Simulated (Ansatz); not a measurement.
System: SiC, space group P6_3mc (No. 186) (cell built by us, not taken from a database).

The given structure:
```xyz
4
Lattice="3.0919 0.0000 0.0000 -1.5460 2.6777 0.0000 0.0000 0.0000 5.0743" Properties=species:S:1:pos:R:3 pbc="T T T"
Si    1.5460    0.8926    2.5604
Si    0.0000    1.7851    0.0232
C     1.5460    0.8926    4.4675
C     0.0000    1.7851    1.9304
```

Computed with Ansatz 0.2.0: proper piezoelectric stress tensor of an insulator from Berry phases at small strains, Voigt columns xx yy zz yz xz xy, Cartesian axes of the cell vectors; plane waves with PAW datasets, Γ-centred k mesh. Level: PBE, no spin polarisation.

- wave cutoff: 420 eV
- k mesh: 12×12×6
- occupations: fixed
- pressure: 0 GPa
- ions: relaxed
- strain amplitude: 0.002

Predict the piezoelectric tensor e in Voigt notation.

The largest component is e33 = 0.347 C/m². Five components exceed 1 % of the largest: e15 = −0.037, e24 = −0.037, e31 = −0.150, e32 = −0.150, e33 = 0.347 C/m².

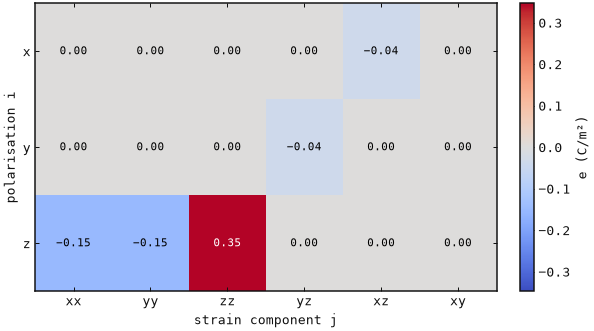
